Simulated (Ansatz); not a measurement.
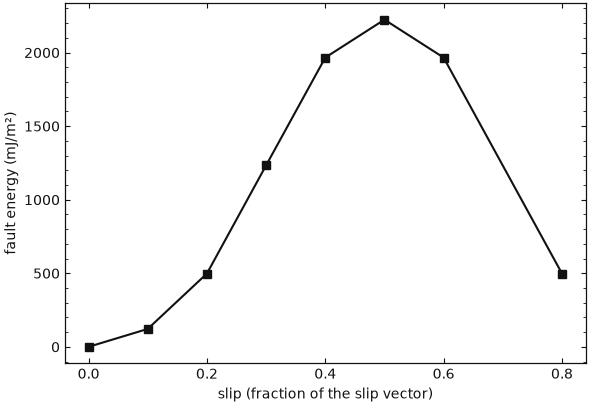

The plot gives the computed fault energy against slip for WC, space group Fm-3m (No. 225).

The given structure:
```
CELL_PARAMETERS angstrom
-2.18242 -2.18242 0.00000
2.18242 -2.18242 0.00000
0.00000 0.00000 8.72966
ATOMIC_POSITIONS crystal
W 0.50000 0.50000 0.12500
W 0.00000 0.00000 0.37500
W 0.50000 0.50000 0.62500
W 0.00000 0.00000 0.87500
C 0.00000 0.00000 0.12500
C 0.50000 0.50000 0.37500
C 0.00000 0.00000 0.62500
C 0.50000 0.50000 0.87500
```

Calculation (Ansatz 0.2.0): rigid slide of a crystal across a plane by tilting cell vector c, one fault a cell, unrelaxed, by plane-wave density functional theory with PAW datasets, free energies less that of the undisturbed cell; scalar-relativistic. Level: r2SCAN, no spin polarisation.

- wave cutoff: 500 eV
- k mesh: 19×19×7
- occupations: Gaussian
- smearing width: 0.15 eV
- k shift: (0, 0, 0) (mesh steps)
- start: relaxed
- height of the cut: 0 (fraction of cell vector c)
- slip vector: (1, 0) (multiples of cell vectors a and b)

The points at slip 0.6 and 0.8 follow from computed ones by symmetry.

How high is the barrier to slip, and is there a metastable fault?

Answer. The highest fault energy among the points, the barrier to rigid slip along this vector, is 2220 mJ/m² at slip 0.5; no local minimum, hence no metastable fault, shows among the points.
